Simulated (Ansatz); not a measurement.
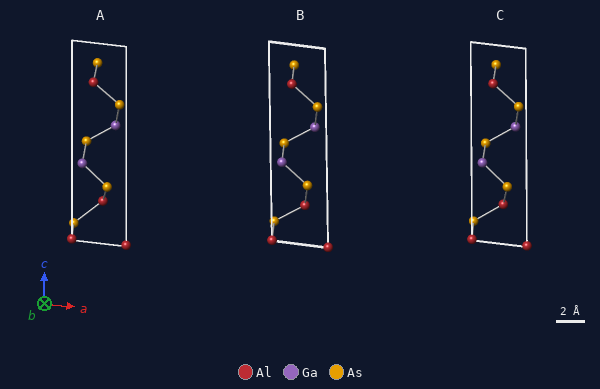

3 geometries from one relaxation of solid Al$_{3}$Ga$_{2}$As$_{5}$ (a generated structure, set up in P1) (coarse preliminary run), in shuffled order. Style: ball-and-stick. Shown: the cell of the calculation, along the b axis.

Theory: Ansatz 0.2.0, DFT PBE, scalar-relativistic, plane waves, PAW. Settings: plane-wave cutoff 420 eV; k-point mesh 4 × 4 × 4; occupations gaussian; smearing width 0.1 eV; no spin polarisation; cell and atoms relaxed; force threshold 0.025 eV/Å; at most 60 steps.

### Order the frames from highest to lowest energy.

A, C, B. They are steps 0, 1, 4, at +148 meV per atom, +19.9 meV per atom relative to the last. Over 3 accepted moves (4 points after the start) the energy falls by 148 meV per atom. Largest force component: 3.7 eV/Å at the start, 0.0033 eV/Å at the end. The pressure goes from 2.18 to 0.00 GPa. At 1 point the geometry stayed and the basis and grid were re-selected for the new cell (energy shift of 0.1 meV per atom at most each time). The atom that moves furthest relative to the cell is an Al atom (0.29 Å along [2 2 −1]). Largest moves by element: Al 0.29 Å, Ga 0.20 Å, As 0.18 Å. The drawn cell changes as follows: a 3.938 → 4.081 Å (+3.6 %), b 4.126 → 4.081 Å (−1.1 %), c 14.492 → 14.467 Å (−0.2 %), α 96.2° → 98.1°, β 96.6° → 98.1°, γ 89.7° → 90.0°; the volume changes by +1.5 %. Near-neighbour distances that change, for instance: Al–As 2.206 → 2.479 Å, Al–As 2.740 → 2.483 Å, As–Ga 2.725 → 2.487 Å, Al–As 2.631 → 2.483 Å. Bond angles that change, for instance: As–Al–As 94.3° → 110.5°, Al–As–Al 94.3° → 110.5°, As–Al–As 125.9° → 110.8°. The space group (tolerance 0.01 Å) goes from P1 (No. 1) to I-4m2 (No. 119).
